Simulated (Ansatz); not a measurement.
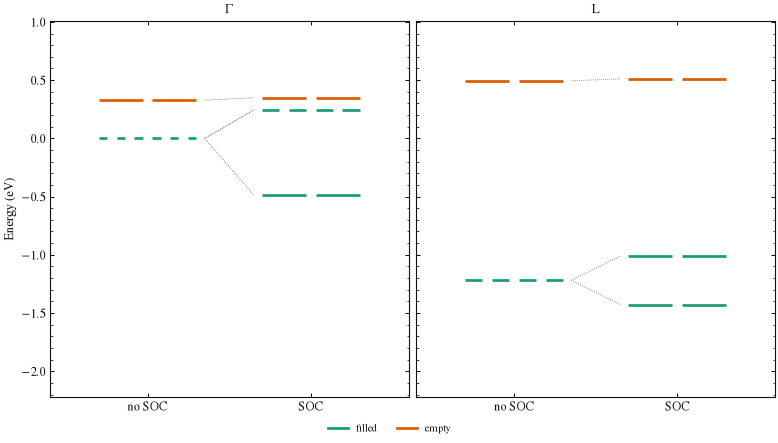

Levels at Γ and L, each bar one state with spin counted. Zero is the valence top without spin-orbit coupling, and the two sets are aligned on the mean of the six top valence states at Γ.

System: zincblende GaSb, space group F-43m (No. 216), 2 atoms in the primitive cell, volume scaled by a factor 0.96; cubic a = 6.035 Å. Run without spin-orbit coupling: PBE, Ansatz PAW, 8×8×8 k mesh, 420 eV cutoff, Fermi-Dirac smearing of 0.05 eV (Ansatz). Run with it: PBE, Ansatz PAW, 8×8×8 k mesh, 420 eV cutoff, Fermi-Dirac smearing of 0.05 eV (Ansatz 0.2.0). Neither carries moments.

How does spin-orbit coupling split the valence top at Γ?

The threefold valence top at Γ (six states with spin) splits into a fourfold level on top and a twofold one 0.73 eV below it, the split-off level.

What happens to the direct gaps?

The vertical gap goes from 0.33 to 0.11 eV at Γ and from 1.71 to 1.52 eV at L. A third of the splitting is 0.24 eV, which accounts for the change at Γ: the fourfold level rises by about that much.

And the smallest gap over all k points computed?

It narrows from 0.33 eV (valence top at Γ, conduction bottom at Γ) to 0.11 eV.

LDA, GGA and most meta-GGA functionals understate gaps.
